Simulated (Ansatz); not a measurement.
**Hf₃C₂: density, localisation and related maps**

The calculation's input:

```
crystal:
  lattice:
    - [2.8489660136, -4.9191504019, 0.0]
    - [2.8489660136, 4.9191504019, 0.0]
    - [-1.9301104054, 0.0, 5.3667946521]
  atoms:
    - { symbol: Hf, position: [0.2625870696, 0.2625870696, 0.2556986099] }
    - { symbol: Hf, position: [0.7374129304, 0.7374129304, 0.7443013901] }
    - { symbol: Hf, position: [0.0915238267, 0.413676483, 0.7356957204] }
    - { symbol: Hf, position: [0.9084761733, 0.586323517, 0.2643042796] }
    - { symbol: Hf, position: [0.413676483, 0.0915238267, 0.7356957204] }
    - { symbol: Hf, position: [0.586323517, 0.9084761733, 0.2643042796] }
    - { symbol: C, position: [0.5, 0.5, 0.0] }
    - { symbol: C, position: [0.3338890758, 0.6661109242, 0.5] }
    - { symbol: C, position: [0.6661109242, 0.3338890758, 0.5] }
    - { symbol: C, position: [0.0, 0.0, 0.5] }
basis:
  ecutwfc: 420
kpoints:
  mp_grid: { grid: [8, 8, 6] }
hamiltonian:
  xc: pbe
scf:
  occupations: { method: gaussian, width: 0.1 }
output:
  forces: true
  stress: true
  eigenvalues: true
  write_density: true
  write_potential: true
  elf: true
  volumetric_format: npy
relax:
  adjacent_minimum: "off"
  f_tol: 0.01
  max_steps: 80
  cell: { stress_tol: 0.05 }
```

Command:

```sh
ansatz run input.yaml --threads 1 --pin off --max-ram 2560MiB --backend cpu --events-out ev --progress --plain --runs-dir out
```

Below, planes, directions and counts refer to the conventional cell (a = 5.70 Å, b = 9.85 Å, c = 5.69 Å, α = 90.00°, β = 109.71°, γ = 90.00°).

The fields are those of the run's last geometry, not of the input's.

Space group C2/m; a generated structure, not necessarily the stable one.

Computed with DFT PBE, scalar-relativistic, plane waves, PAW (Ansatz 0.2.0).

Core electrons are frozen (PAW), and the valence fields are smoothed inside the atomic spheres.

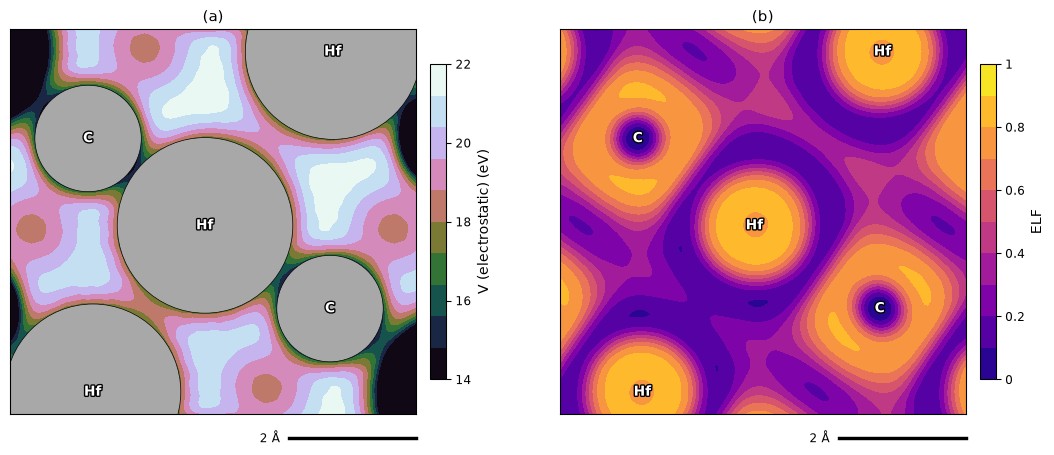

Figure 1. (a) electrostatic potential (local pseudopotential plus Hartree) felt by an electron; (b) electron localisation function on the (010) plane of the conventional cell. Grey discs cover the atomic cores in the potential map.

> What do the fields say about this system?

- The section cuts through Hf and C sites.
- Hf–Hf (3.16 Å): the ELF is about 0.20 at the midpoint: no localised pair shows between them.
- Hf–C (2.29 Å): the ELF peaks at about 0.80 in the valence shell of C, 0.7 Å from its nucleus, and is about 0.20 at the midpoint; no localised pair shows between them.
- Hf–C (2.36 Å): the ELF peaks at about 0.75 in the valence shell of C, 0.7 Å from its nucleus, and is about 0.20 at the midpoint; no shared electron pair shows on this line.
- The features right at Hf lie inside the PAW spheres, where the map follows smoothed inner orbitals and isn't to be read closely.
- Outside the cores the potential energy rises away from the atoms and is highest about 2.0 Å from the nearest atoms; its zero is arbitrary.

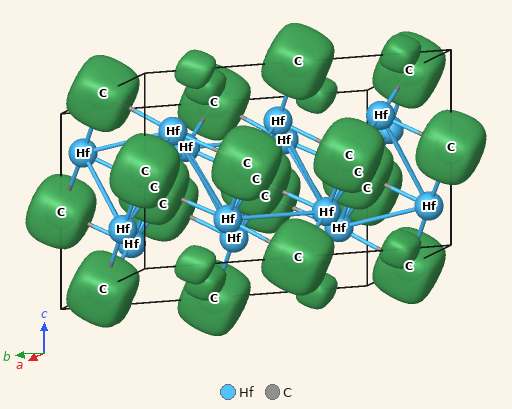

Figure 2. Isosurface of the electron localisation function at 0.65 (green), seen at an oblique angle. Only the valence region is drawn (cores and ρ < 0.01 e/Å³ removed). Sticks mark near contacts.

> What do the ELF domains correspond to?

At this value the surface marks out eight regions wrapped around C (the valence shell of each) and four pockets between the atoms, centred on no nucleus (multi-centre or interstitial), counted in one cell of 20 atoms. Regions shared between cells count once. Along the contacts the grid gives the following. Hf–C (2.25 Å): the ELF peaks at about 0.80 in the valence shell of C, 0.7 Å from its nucleus, and is about 0.25 at the midpoint; no shared electron pair shows on this line.

> Does the calculation give a band gap?

It is metallic or semimetallic at this level of theory: no gap opens.
